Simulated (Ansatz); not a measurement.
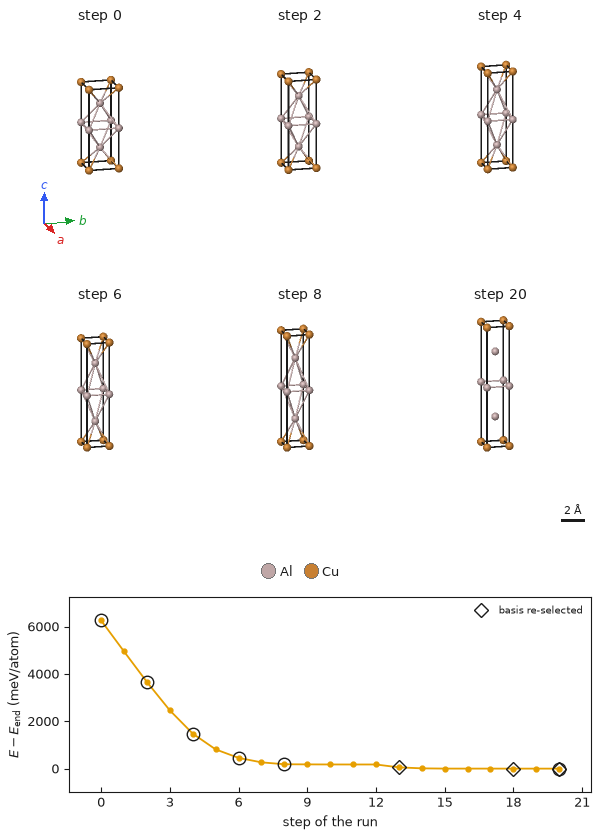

Frames of a relaxation of a crystal of Al₃Cu (set up in P4/mmm), marked on the history of the run. A ball-and-stick model of the cell of the calculation, seen slightly off an axis.

Case: relaxed kmesh: [1, 1, 1] Gamma-centred.

Level of theory: DFT PBEsol, scalar-relativistic, plane waves, PAW (Ansatz 0.2.0). Settings: plane-wave cutoff 420 eV; k-point mesh 1 × 1 × 1; occupations gaussian; smearing width 0.1 eV; no spin polarisation; cell and atoms relaxed; force threshold 0.01 eV/Å; at most 60 steps.

What happens along the run?

After 17 accepted moves (20 points after the start) the energy has fallen by 6256 meV per atom. The largest force component goes from 4.9 to under 0.0001 eV/Å. Pressure: −13.08 GPa at the start and 0.00 GPa at the end. The SCF was repeated 3 times at an unchanged geometry on a basis and grid sized afresh for the cell, which shifted the energy by 121 meV per atom at most. The largest moves relative to the cell, 0.027 Å, are those of Al atoms. Cu stays in place. The volume changes by −17.1 %, with a = b 2.778 → 2.076 Å (−25.3 %), c 7.513 → 11.160 Å (+48.5 %). Near-neighbour distances that change, for instance: Al–Al 2.778 → 2.076 Å, Cu–Cu 2.778 → 2.076 Å, Al–Al 2.845 → 3.367 Å, Al–Cu 2.597 → 2.942 Å. The space group stays P4/mmm (No. 123). The run may lie on a higher electronic state than the lowest, so the end point isn't shown to be the ground-state structure. From step 0 to 2: Al atoms move most (0.10 Å), volume −4.6 %, energy −2598 meV per atom. From step 2 to 4: volume −12.4 %, energy −2180 meV per atom. From step 4 to 6: Al atoms move most (0.06 Å), volume −14.4 %, energy −1024 meV per atom. From step 6 to 8: Al atoms move most (0.10 Å), volume +7.8 %, energy −269 meV per atom. From step 8 to 20: volume +7.5 %, energy −184 meV per atom.

| step | E − E(0), meV/atom | largest force component, eV/Å | pressure, GPa | volume, Å³/atom | note |
| --- | --- | --- | --- | --- | --- |
| 0 | 0.00 | 4.9344 | -13.08 | 14.500 |  |
| 1 | -1308.15 | 3.0616 | -19.24 | 14.340 |  |
| 2 | -2598.06 | 1.3778 | -23.18 | 13.838 |  |
| 3 | -3795.08 | 0.2201 | -23.07 | 13.065 |  |
| 4 | -4777.66 | 0.6032 | -15.58 | 12.123 |  |
| 5 | -5442.88 | 1.3593 | 3.15 | 11.144 |  |
| 6 | -5802.15 | 2.0042 | 29.08 | 10.371 |  |
| 7 | -5990.37 | 0.7845 | 23.22 | 10.533 |  |
| 8 | -6071.35 | 0.4014 | 3.04 | 11.179 |  |
| 9 | -6076.45 | 0.4209 | 2.01 | 11.208 |  |
| 10 | -6080.00 | 0.1007 | -0.92 | 11.333 |  |
| 11 | -6080.85 | 0.0014 | 0.17 | 11.283 |  |
| 12 | -6080.85 | 0.0001 | 0.00 | 11.289 |  |
| 13 | -6202.23 | 0.0594 | 8.88 | 11.289 | same geometry, new basis |
| 14 | -6244.07 | 0.0392 | 3.39 | 11.676 |  |
| 15 | -6254.19 | 0.1180 | -0.91 | 12.073 |  |
| 16 | -6254.98 | 0.0116 | -0.05 | 12.009 |  |
| 17 | -6254.99 | 0.0002 | -0.01 | 12.010 |  |
| 18 | -6255.65 | 0.0025 | 0.08 | 12.010 | same geometry, new basis |
| 19 | -6255.65 | 0.0000 | 0.00 | 12.019 |  |
| 20 | -6255.65 | 0.0000 | 0.00 | 12.019 | same geometry, new basis |

Limits of the set-up: the k-point mesh is coarse for a cell with partly filled bands.
